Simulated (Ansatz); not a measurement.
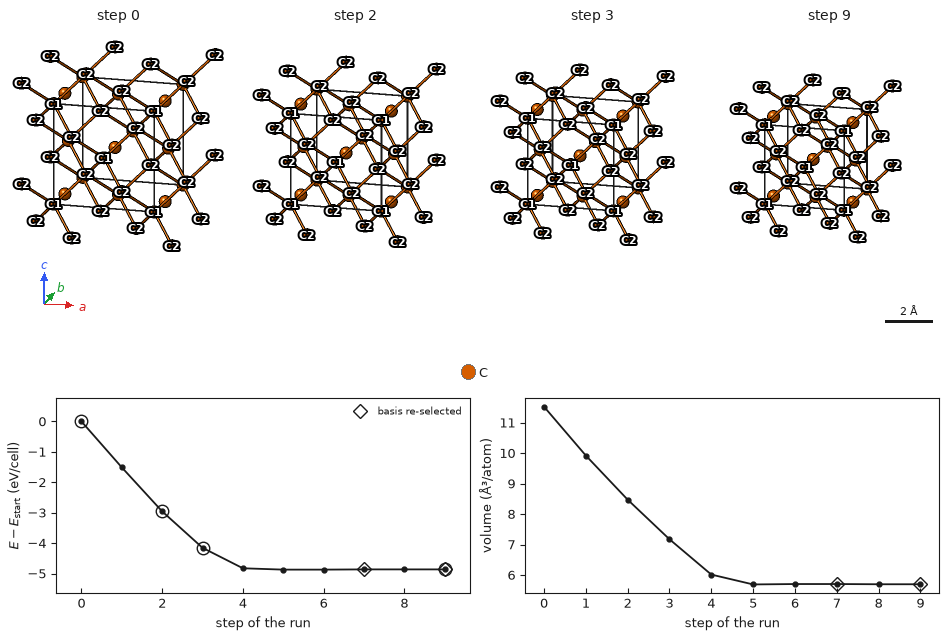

Frames of a relaxation of crystalline C (a generated structure, set up in Fd-3m) (coarse preliminary run), marked on the history of the run. A ball-and-stick model of the conventional cell (4 times the calculation's cell), seen slightly off an axis. Lengths and directions refer to the drawn axes.

Case: Sn → C on all its sites, cell and atoms relaxed.

Method: DFT PBE, scalar-relativistic, plane waves, PAW in Ansatz 0.2.0. Settings: plane-wave cutoff 420 eV; k-point mesh 8 × 8 × 8; occupations gaussian; smearing width 0.1 eV; no spin polarisation; cell and atoms relaxed; force threshold 0.05 eV/Å; at most 60 steps.

What happens along the run?

Answer. The energy falls by 4.864 eV per cell of the calculation in 7 accepted moves (9 points after the start). All forces vanish by symmetry, so only the cell relaxes. The pressure goes from −70.84 to 0.00 GPa. The SCF was repeated twice at an unchanged geometry on a basis and grid sized afresh for the cell, which shifted the energy by 7.6 meV per cell of the calculation at most. The atoms keep their places relative to the cell (all moves are under 0.005 Å). Cell: a = b = c 4.518 → 3.572 Å (−20.9 %). Volume −50.6 %. Near-neighbour distances that change, for instance: C1–C2 1.956 → 1.547 Å. The space group stays Fd-3m (No. 227). Cost: 4.8 s on 1 thread of Arm Neoverse V1 (shared host), peak memory 0.26 GiB. From step 0 to 2: volume −26.5 %, energy −2.957 eV per cell of the calculation. From step 2 to 3: volume −15.3 %, energy −1.197 eV per cell of the calculation. From step 3 to 9: volume −20.6 %, energy −0.710 eV per cell of the calculation.
